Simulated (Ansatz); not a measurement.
Structure of Sb:

Space group R-3m:H (No. 166). a = 4.376 Å, b = 4.376 Å, c = 11.518 Å, α = 90.00°, β = 90.00°, γ = 120.00°
| atom | site | symmetry | x | y | z |
| --- | --- | --- | --- | --- | --- |
| Sb | 6c | 3m | 0.0000 | 0.0000 | 0.2328 |

It is based on the end point of a relaxation with DFT PBE, scalar-relativistic, plane waves, PAW in Ansatz.

Question: Predict radii and indices of the first 5 visible rings (3 % of the strongest or more) for λ = 0.5594 Å and a flat detector at 350 mm.

Answer:
```tsv
ring	radius	2θ (°)	d (Å)	hkl
1	51.4 mm	8.36	3.84	003
2	62.6 mm	10.14	3.17	012
3	87.4 mm	14.01	2.29	104
4	91.7 mm	14.69	2.19	110
5	102.6 mm	16.34	1.969	015
```

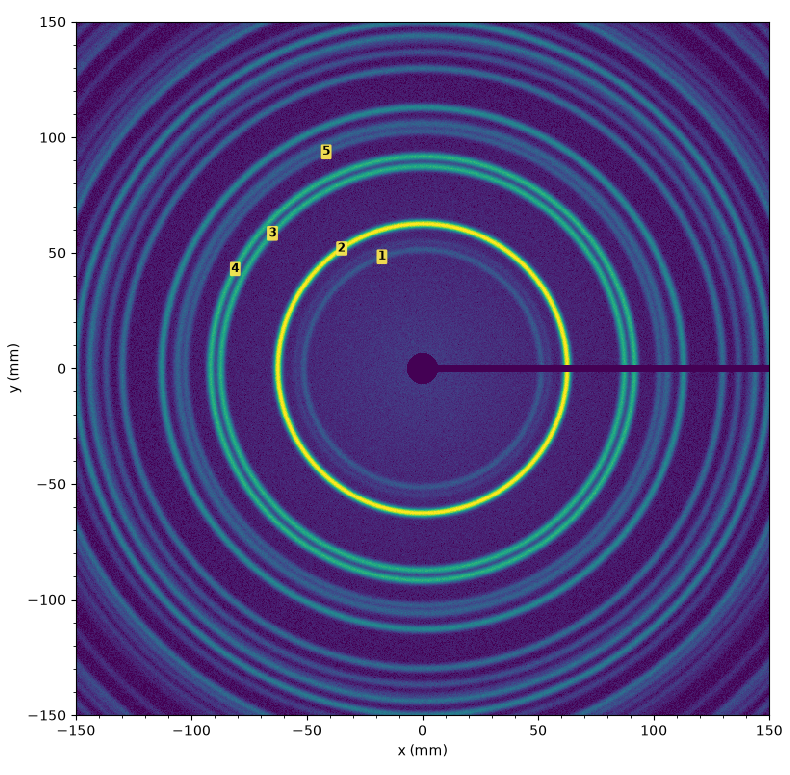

Simulated X-ray powder rings on a flat area detector normal to the beam: λ = 0.5594 Å, sample-to-detector distance 350 mm, axes in mm from the beam centre, for a fine-grained powder without texture. Kinematic intensities with B = 1.0 Å² for all atoms, without absorption; brightness goes as intensity to the power 0.5, clipped at the top, with counting noise. Reflections closer than the ring width show as one ring. The numbers mark the rings of the table.
